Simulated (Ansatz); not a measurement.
Consider Al.

```yaml
crystal:
  lattice:
    - [4.49160, 0.00000, 0.00000]
    - [-2.24580, 3.88984, 0.00000]
    - [0.00000, 0.00000, 2.72260]
  atoms:
    - { symbol: Al, position: [0.33333, 0.66667, 0.00000] }
    - { symbol: Al, position: [0.66667, 0.33333, 0.00000] }
```

Space group P6/mmm; a generated structure, not necessarily the stable one.

Theory: Kohn-Sham DFT of a periodic cell, PBE, Ansatz PAW (Ansatz 0.2.0).

Q: Predict the valence pseudo-density and electron localisation function between the atoms.

A: Al–Al (2.59 Å): the density is about 0.29 e/Å³ at the midpoint; the ELF peaks at about 0.90 between the atoms.
Al–Al (2.72 Å): ρ at the midpoint is about 0.21 e/Å³; the ELF peaks at about 0.70 between the atoms.

Q: Does the calculation give a band gap?

A: It is metallic or semimetallic at this level of theory: no gap opens.

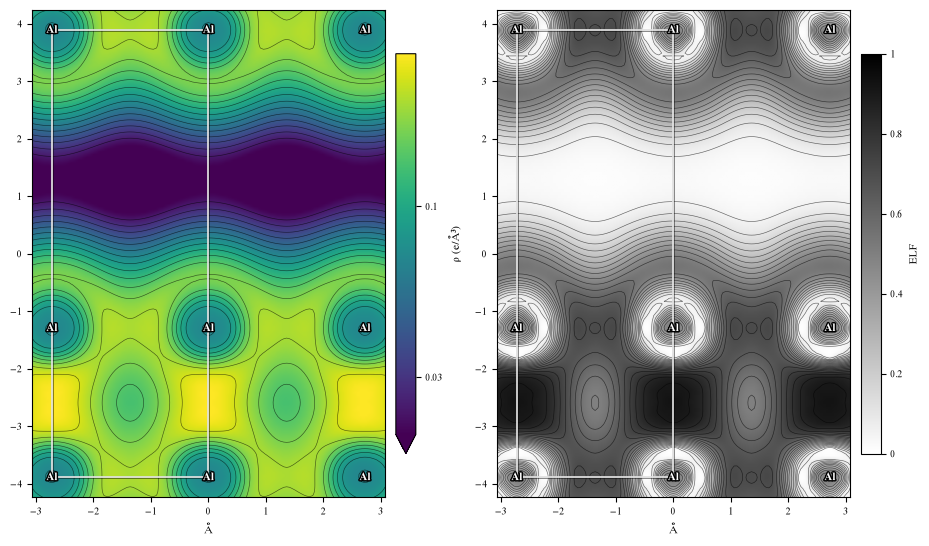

Computed valence pseudo-density and electron localisation function on the (110) plane of the conventional cell, in this order. 

The density is the valence pseudo-density of a PAW calculation; it isn't the true density close to the nuclei.
